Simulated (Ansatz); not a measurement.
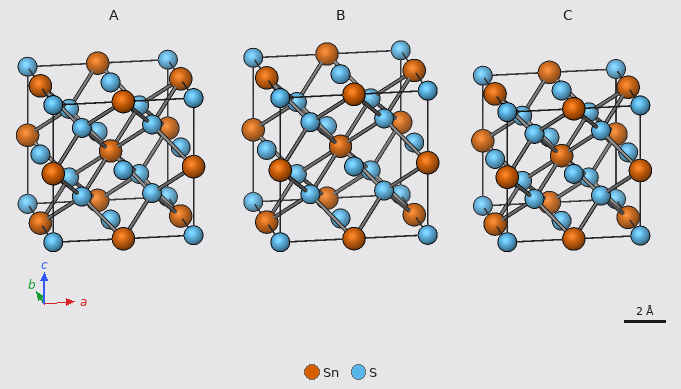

3 geometries from one relaxation of crystalline SnS$_{3}$ (a generated structure, set up in Fm-3m) (coarse preliminary run), in shuffled order. A ball-and-stick model of the conventional cell (4 times the calculation's cell), seen slightly off an axis. Lengths and directions refer to the drawn axes.

Level of theory: DFT PBE, scalar-relativistic, plane waves, PAW (Ansatz). (plane-wave cutoff 420 eV; k-point mesh 4 × 4 × 4; occupations gaussian; smearing width 0.1 eV; no spin polarisation; cell and atoms relaxed; force threshold 0.04 eV/Å; at most 70 steps)

Order the frames from highest to lowest energy.

B, A, C. They are steps 0, 1, 3, at +271 meV per atom, +77.3 meV per atom relative to the last. The energy falls by 271 meV per atom in 2 accepted moves (3 points after the start). All forces vanish by symmetry, so only the cell relaxes. Pressure: −9.82 GPa at the start and 0.37 GPa at the end. The SCF was repeated once at an unchanged geometry on a basis and grid sized afresh for the cell, which shifted the energy by 0.5 meV per atom at most. The atoms keep their places relative to the cell (all moves are under 0.005 Å). Cell: a = b = c 7.427 → 6.703 Å (−9.8 %). Volume −26.5 %. Among the contacts that change: S–Sn 3.216 → 2.903 Å, S–S 3.216 → 2.903 Å. The space group stays Fm-3m (No. 225). Cost: 12 s on 1 thread of Intel(R) Xeon(R) Processor @ 2.50GHz (Skylake/Cascade Lake) (shared host), peak memory 0.37 GiB.
